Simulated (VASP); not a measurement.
## Band-structure run of SiC (part 2 of 2)

The same run, continued: SiC (12 atoms in the cell); Kohn-Sham DFT of a periodic cell, PBEsol, VASP PAW PBE potentials, recommended, no spin polarisation (VASP 6.6.1); cutoff 520 eV, 12×12×2 k-mesh, Gaussian smearing of 0.03 eV. The structure derives from an entry of the Crystallography Open Database.

Geometry of the input (Å; fractional positions):
```
3.0798  0.0000  0.0000
-1.5399  2.6672  0.0000
0.0000  0.0000  15.1117
Si 0.0000  0.0000  0.1250
Si 0.0000  0.0000  0.6250
Si 0.3333  0.6667  0.2918
Si 0.6667  0.3333  0.7918
Si 0.3333  0.6667  0.9583
Si 0.6667  0.3333  0.4583
C  0.0000  0.0000  0.9997
C  0.0000  0.0000  0.4997
C  0.3333  0.6667  0.1668
C  0.6667  0.3333  0.6668
C  0.3333  0.6667  0.8333
C  0.6667  0.3333  0.3333
```

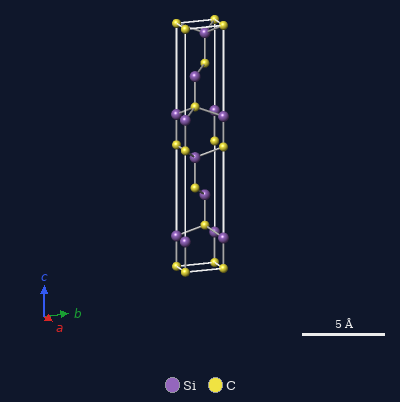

*The input geometry (ball-and-stick view of the cell of the calculation, seen slightly off an axis).*

**Parts of OUTCAR, continued**
```
 Following reciprocal coordinates:
            Coordinates               Weight
  0.000000  0.000000  0.000000      1.000000
  0.083333  0.000000  0.000000      6.000000
  0.166667 -0.000000  0.000000      6.000000
  0.250000  0.000000  0.000000      6.000000
  0.333333  0.000000  0.000000      6.000000
  0.416667  0.000000  0.000000      6.000000
  0.500000  0.000000  0.000000      3.000000
  0.083333  0.083333  0.000000      6.000000
  0.166667  0.083333  0.000000     12.000000
  0.250000  0.083333  0.000000     12.000000
  0.333333  0.083333  0.000000     12.000000
  0.416667  0.083333  0.000000     12.000000
  0.166667  0.166667  0.000000      6.000000
  0.250000  0.166667  0.000000     12.000000
  0.333333  0.166667  0.000000     12.000000
  0.416667  0.166667  0.000000      6.000000
  0.250000  0.250000  0.000000      6.000000
  0.333333  0.250000  0.000000     12.000000
  0.333333  0.333333  0.000000      2.000000
  0.000000  0.000000  0.500000      1.000000
  0.083333  0.000000  0.500000      6.000000
  0.166667 -0.000000  0.500000      6.000000
  0.250000  0.000000  0.500000      6.000000
  0.333333  0.000000  0.500000      6.000000
 [... further k-points ...]
   k-points           NKPTS =     38   k-points in BZ     NKDIM =     38   number of bands    NBANDS=     36
   number of dos      NEDOS =    301   number of ions     NIONS =     12
   total plane-waves  NPLWV =  64512
   dimension x,y,z NGX =    24 NGY =   24 NGZ =  112
   dimension x,y,z NGXF=    48 NGYF=   48 NGZF=  224
   ions per type =               6   6
   NGX,Y,Z   is equivalent  to a cutoff of  12.95, 12.95, 12.32 a.u.
   NGXF,Y,Z  is equivalent  to a cutoff of  25.91, 25.91, 24.64 a.u.
 SYSTEM =  SiC
   PREC   = accura    normal or accurate (medium, high low for compatibility)
   ISTART =      0    job   : 0-new  1-cont  2-samecut
   ICHARG =      2    charge: 1-file 2-atom 10-const
   ISPIN  =      1    spin polarized calculation?
   LNONCOLLINEAR =      F non collinear calculations
   LSORBIT =      F    spin-orbit coupling
   LASPH  =      T    aspherical Exc in radial PAW
   ENCUT  =  520.0 eV  38.22 Ry    6.18 a.u.   5.73  5.73 28.10*2*pi/ulx,y,z
   NELM   =     80;   NELMIN=  2; NELMDL= -5     # of ELM steps
   EDIFF  = 0.1E-05   stopping-criterion for ELM
   LREAL  =      F    real-space projection
   EDIFFG = 0.1E-04   stopping-criterion for IOM
   NSW    =      0    number of steps for IOM
   IBRION =     -1    ionic relax: 0-MD 1-quasi-New 2-CG
   NFREE  =      0    steps in history (QN), initial steepest desc. (CG)
   ISIF   =      2    stress and relaxation
   ISYM   =      2    0-nonsym 1-usesym 2-fastsym
   POTIM  = 0.5000    time-step for ionic-motion
   TEBEG  =    0.0;   TEEND  =   0.0 temperature during run
   PSTRESS=    0.0 pullay stress
   NELECT =      48.0000    total number of electrons
   NUPDOWN=      -1.0000    fix difference up-down
   EMIN   =  10.00;   EMAX   =-10.00  energy-range for DOS
   EFERMI =   0.00;   METHOD = LEGACY
   ISMEAR =     0;   SIGMA  =   0.03  broadening in eV -4-tet -1-fermi 0-gaus
   EFERMI_NEDOS =   21; number of points for ismear=-14 and -15
   IALGO  =     38    algorithm
   IMIX   =      4    mixing-type and parameters
     AMIX     =   0.40;   BMIX     =  1.00
     AMIX_MAG =   1.60;   BMIX_MAG =  1.00
  volume/ion in A,a.u.               =      10.34        69.81
  Fermi-wavevector in a.u.,A,eV,Ry     =   1.192676  2.253831 19.353969  1.422477
  Thomas-Fermi vector in A             =   2.328709
   LORBIT       =      0    0 simple, 1 ext, 2 COOP (PROOUT), +10 PAW based schemes
   GGA     = PS    functional components
   LHFCALC =     F    Hartree Fock is set to
   AEXX    =    0.0000 exact exchange contribution
   IVDW    =     0    specifies the selected vdW correction
   LEPSILON=     F    determine dielectric tensor
   LRPA    =     F    only Hartree local field effects (RPA)
 non-spin polarized calculation
 Gauss-broadening in eV      SIGMA  =   0.03
  energy-cutoff  :      520.00
  volume of cell :      124.14
 maximum number of plane-waves:      3364
 NGX is ok and might be reduce to    24
   NGX = 11   NGY = 11   NGZ = 57

 number of electron      47.9999999 magnetization

 Free energy of the ion-electron system (eV)
  ---------------------------------------------------
  ext. energy  EPLUGINS =         0.00000000
  ---------------------------------------------------
  free energy    TOTEN  =       -95.50529937 eV

  energy without entropy =      -95.50529937  energy(sigma->0) =      -95.50529937

 the core state eigenenergies are
   1-  1s  -1771.2869  2s   -125.1610  2p    -81.1921
   2-  1s  -1771.2869  2s   -125.1610  2p    -81.1921
   3-  1s  -1771.2347  2s   -125.1113  2p    -81.1424
   4-  1s  -1771.2347  2s   -125.1113  2p    -81.1424
   5-  1s  -1771.2268  2s   -125.0973  2p    -81.1287
   6-  1s  -1771.2268  2s   -125.0973  2p    -81.1287
   7-  1s   -255.6477
   8-  1s   -255.6477
   9-  1s   -255.7258
  10-  1s   -255.7258
  11-  1s   -255.6627
  12-  1s   -255.6627

 E-fermi :   8.2460     XC(G=0): -11.5037     alpha+bet :-16.4369

 val. band max:        8.1032237611   @ k =   0.0000   0.0000   0.0000
 cond. band min:      10.0152240891   @ k =   0.5000   0.0000   0.0000
 fundamental gap:      1.9120003280
 Fermi energy:         8.2459617333

 k-point     1 :       0.0000    0.0000    0.0000
  band No.  band energies     occupation
      1      -7.3745      2.00000
      2      -6.8505      2.00000
      3      -6.8151      2.00000
      4      -5.3104      2.00000
      5      -5.2823      2.00000
      6      -3.7699      2.00000
      7      -0.5470      2.00000
      8       1.8261      2.00000
      9       1.8639      2.00000
     10       5.6625      2.00000
     11       5.6885      2.00000
     12       6.9530      2.00000
     13       6.9530      2.00000
     14       7.1396      2.00000
     15       7.1396      2.00000
     16       7.2496      2.00000
     17       7.2496      2.00000
     18       7.7187      2.00000
     19       7.7187      2.00000
     20       7.7996      2.00000
     21       7.7996      2.00000
     22       8.0668      2.00000
     23       8.1032      2.00000
     24       8.1032      2.00000
     25      13.2215      0.00000
     26      13.3899      0.00000
     27      13.8010      0.00000
     28      14.3121      0.00000
     29      14.3590      0.00000
     30      14.7035      0.00000
     31      14.9451      0.00000
     32      14.9451      0.00000
     33      15.1792      0.00000
     34      15.1794      0.00000
     35      15.4057      0.00000
     36      15.4834      0.00000

 k-point     2 :       0.0833    0.0000    0.0000
  band No.  band energies     occupation
      1      -7.2533      2.00000
      2      -6.7311      2.00000
      3      -6.6953      2.00000
      4      -5.1967      2.00000
      5      -5.1685      2.00000
      6      -3.6677      2.00000
      7      -0.4354      2.00000
      8       1.9058      2.00000
      9       1.9440      2.00000
     10       5.6137      2.00000
     11       5.6493      2.00000
     12       6.2623      2.00000
     13       6.5341      2.00000
     14       6.6362      2.00000
     15       6.7111      2.00000
     16       6.9542      2.00000
     17       7.0366      2.00000
     18       7.2673      2.00000
     19       7.3505      2.00000
     20       7.6249      2.00000
     21       7.6570      2.00000
     22       7.6877      2.00000
     23       7.9891      2.00000
     24       8.0563      2.00000
     25      13.5204      0.00000
     26      13.7196      0.00000
     27      13.9504      0.00000
     28      14.4019      0.00000
     29      14.5387      0.00000
     30      14.6318      0.00000
     31      14.8016      0.00000
     32      14.9934      0.00000
     33      15.2252      0.00000
     34      15.2498      0.00000
     35      15.3674      0.00000
     36      15.4183      0.00000

 k-point     3 :       0.1667   -0.0000    0.0000
  band No.  band energies     occupation
      1      -6.8928      2.00000
      2      -6.3763      2.00000
      3      -6.3391      2.00000
      4      -4.8610      2.00000
      5      -4.8321      2.00000
      6      -3.3704      2.00000
      7      -0.1098      2.00000
      8       2.1052      2.00000
      9       2.1428      2.00000
     10       4.7594      2.00000
     11       4.9170      2.00000
     12       5.0173      2.00000
     13       5.5307      2.00000
     14       5.5824      2.00000
     15       6.1985      2.00000
     16       6.3206      2.00000
     17       6.4599      2.00000
     18       6.5133      2.00000
     19       6.5662      2.00000
     20       6.7674      2.00000
     21       7.3359      2.00000
     22       7.3750      2.00000
     23       7.7602      2.00000
     24       7.8682      2.00000
     25      12.7272      0.00000
     26      13.1173      0.00000
     27      13.2091      0.00000
     28      13.8967      0.00000
     29      14.3870      0.00000
     30      14.8206      0.00000
     31      15.1900      0.00000
     32      15.3156      0.00000
     33      15.5187      0.00000
     34      15.6489      0.00000
     35      15.6666      0.00000
     36      16.0262      0.00000

 k-point     4 :       0.2500    0.0000    0.0000
  band No.  band energies     occupation
      1      -6.3029      2.00000
      2      -5.7982      2.00000
      3      -5.7581      2.00000
      4      -4.3232      2.00000
      5      -4.2930      2.00000
      6      -2.9154      2.00000
      7       0.3814      2.00000
      8       2.1167      2.00000
      9       2.1783      2.00000
     10       3.2803      2.00000
     11       3.4464      2.00000
     12       3.6066      2.00000
     13       4.4256      2.00000
     14       4.5315      2.00000
     15       5.0562      2.00000
     16       5.6618      2.00000
     17       6.0200      2.00000
     18       6.0592      2.00000
     19       6.1659      2.00000
     20       6.4500      2.00000
     21       6.9505      2.00000
     22       6.9803      2.00000
     23       7.3926      2.00000
     24       7.5717      2.00000
     25      11.6644      0.00000
     26      11.9004      0.00000
     27      12.3773      0.00000
     28      13.0103      0.00000
     29      13.7811      0.00000
     30      14.1793      0.00000
     31      14.6238      0.00000
     32      15.0648      0.00000
     33      15.5915      0.00000
     34      15.7626      0.00000
     35      15.9148      0.00000
     36      16.1453      0.00000

 k-point     5 :       0.3333    0.0000    0.0000
  band No.  band energies     occupation
      1      -5.5080      2.00000
      2      -5.0282      2.00000
      3      -4.9811      2.00000
      4      -3.6417      2.00000
      5      -3.6098      2.00000
      6      -2.4233      2.00000
      7       0.7329      2.00000
      8       1.0872      2.00000
      9       1.3647      2.00000
     10       2.0751      2.00000
     11       2.3708      2.00000
     12       2.5084      2.00000
     13       3.6024      2.00000
     14       3.9907      2.00000
     15       4.2027      2.00000
     16       5.2244      2.00000
     17       5.6060      2.00000
     18       5.6393      2.00000
     19       5.7693      2.00000
     20       6.3620      2.00000
     21       6.5986      2.00000
     22       6.6270      2.00000
     23       7.0137      2.00000
     24       7.2780      2.00000
     25      10.8133      0.00000
     26      10.8981      0.00000
     27      11.7394      0.00000
     28      12.3194      0.00000
     29      13.2601      0.00000
     30      13.3823      0.00000
     31      14.0249      0.00000
     32      14.2022      0.00000
     33      15.0776      0.00000
     34      15.5329      0.00000
     35      15.7478      0.00000
     36      15.9602      0.00000

 [... the levels of 18 k-points are left out ...]

 k-point    24 :       0.3333    0.0000    0.5000
  band No.  band energies     occupation
      1      -5.3810      2.00000
      2      -5.3810      2.00000
      3      -4.4012      2.00000
      4      -4.4012      2.00000
      5      -2.8273      2.00000
      6      -2.8273      2.00000
      7       0.9324      2.00000
      8       0.9324      2.00000
      9       1.5850      2.00000
     10       1.5850      2.00000
     11       2.7840      2.00000
     12       2.7840      2.00000
     13       3.2843      2.00000
     14       3.2843      2.00000
     15       5.2806      2.00000
     16       5.2806      2.00000
     17       5.3263      2.00000
     18       5.3263      2.00000
     19       6.0774      2.00000
     20       6.0774      2.00000
     21       6.6635      2.00000
     22       6.6635      2.00000
     23       7.0825      2.00000
     24       7.0825      2.00000
     25      10.8780      0.00000
     26      10.8780      0.00000
     27      12.0482      0.00000
     28      12.0482      0.00000
     29      13.3182      0.00000
     30      13.3182      0.00000
     31      14.1118      0.00000
     32      14.1118      0.00000
     33      15.2042      0.00000
     34      15.2042      0.00000
     35      15.9314      0.00000
     36      15.9365      0.00000

 [... further k-points ...]

------------------------ aborting loop because EDIFF is reached ----------------------------------------

  FORCE on cell =-STRESS in cart. coord.  units (eV):
  Direction    XX          YY          ZZ          XY          YZ          ZX
  --------------------------------------------------------------------------------------
  -------------------------------------------------------------------------------------
  Total        0.1109314      0.1109314      0.1069423      0.0000000      0.0000000      0.0000000
  in kB        1.4317501      1.4317501      1.3802631      0.0000000      0.0000000      0.0000000
  external PRESSURE =       1.4145877 kB  Pullay stress =       0.0000000 kB

 VOLUME and BASIS-vectors are now :
 -----------------------------------------------------------------------------
  energy-cutoff  :      520.00
  volume of cell :      124.14
      direct lattice vectors                 reciprocal lattice vectors
     3.079834854  0.000000000  0.000000000     0.324692734  0.187461438  0.000000000
    -1.539917427  2.667215218  0.000000000     0.000000000  0.374922876  0.000000000
     0.000000000  0.000000000 15.111673139     0.000000000  0.000000000  0.066174009

 POSITION                                       TOTAL-FORCE (eV/Angst)
 -----------------------------------------------------------------------------------
      0.00000      0.00000      1.88951        -0.000000      0.000000      0.000222
      0.00000      0.00000      9.44535         0.000000     -0.000000      0.000222
     -0.00000      1.77814      4.40987         0.000000     -0.000000     -0.000545
      1.53992      0.88907     11.96571        -0.000000      0.000000     -0.000545
     -0.00000      1.77814     14.48169         0.000000     -0.000000     -0.000043
      1.53992      0.88907      6.92586         0.000000      0.000000     -0.000043
      0.00000      0.00000     15.10697         0.000000     -0.000000     -0.000648
      0.00000      0.00000      7.55113         0.000000     -0.000000     -0.000648
     -0.00000      1.77814      2.52103        -0.000000      0.000000      0.000342
      1.53992      0.88907     10.07687         0.000000     -0.000000      0.000342
     -0.00000      1.77814     12.59282         0.000000     -0.000000      0.000673
      1.53992      0.88907      5.03698        -0.000000      0.000000      0.000673
 -----------------------------------------------------------------------------------
    total drift:                               -0.000000     -0.000000      0.000543

  FREE ENERGIE OF THE ION-ELECTRON SYSTEM (eV)
  ---------------------------------------------------
  free  energy   TOTEN  =       -95.5052993713 eV

  energy  without entropy=      -95.5052993713  energy(sigma->0) =      -95.50529937
```

**CONTCAR**
```
SiC
   1.00000000000000
     3.0798348540000000    0.0000000000000000    0.0000000000000000
    -1.5399174270000000    2.6672152183000000    0.0000000000000000
     0.0000000000000000    0.0000000000000000   15.1116731387000005
  Si              C
     6     6
Direct
     0.0000000000000000    0.0000000000000000    0.1250363669783638
     0.0000000000000000    0.0000000000000000    0.6250363669783638
     0.3333333300000021    0.6666666699999979    0.2918190985855702
     0.6666666699999979    0.3333333300000021    0.7918190985855702
     0.3333333300000021    0.6666666699999979    0.9583117383836282
     0.6666666699999979    0.3333333300000021    0.4583117383836282
     0.0000000000000000    0.0000000000000000    0.9996886894007773
     0.0000000000000000    0.0000000000000000    0.4996886894007773
     0.3333333300000021    0.6666666699999979    0.1668269790880998
     0.6666666699999979    0.3333333300000021    0.6668269790880998
     0.3333333300000021    0.6666666699999979    0.8333171275635536
     0.6666666699999979    0.3333333300000021    0.3333171275635536

  0.00000000E+00  0.00000000E+00  0.00000000E+00
  0.00000000E+00  0.00000000E+00  0.00000000E+00
  0.00000000E+00  0.00000000E+00  0.00000000E+00
  0.00000000E+00  0.00000000E+00  0.00000000E+00
  0.00000000E+00  0.00000000E+00  0.00000000E+00
  0.00000000E+00  0.00000000E+00  0.00000000E+00
  0.00000000E+00  0.00000000E+00  0.00000000E+00
  0.00000000E+00  0.00000000E+00  0.00000000E+00
  0.00000000E+00  0.00000000E+00  0.00000000E+00
  0.00000000E+00  0.00000000E+00  0.00000000E+00
  0.00000000E+00  0.00000000E+00  0.00000000E+00
  0.00000000E+00  0.00000000E+00  0.00000000E+00
```

**Summary**

```tsv
quantity	value
outcome	converged
space group (tolerance 0.01 Å)	P6₃mc (186)
electrons treated	48
free energy	−95.5053 eV
Fermi energy of the self-consistent step	8.246 eV
gap on the k-point mesh	1.91 eV
gap on the band path	1.91 eV
pressure	0.14 GPa
largest force (length of the vector)	0.001 eV/Å
wall time	66 s (CPU time 4.3 min)
peak memory	0.36 GiB
```
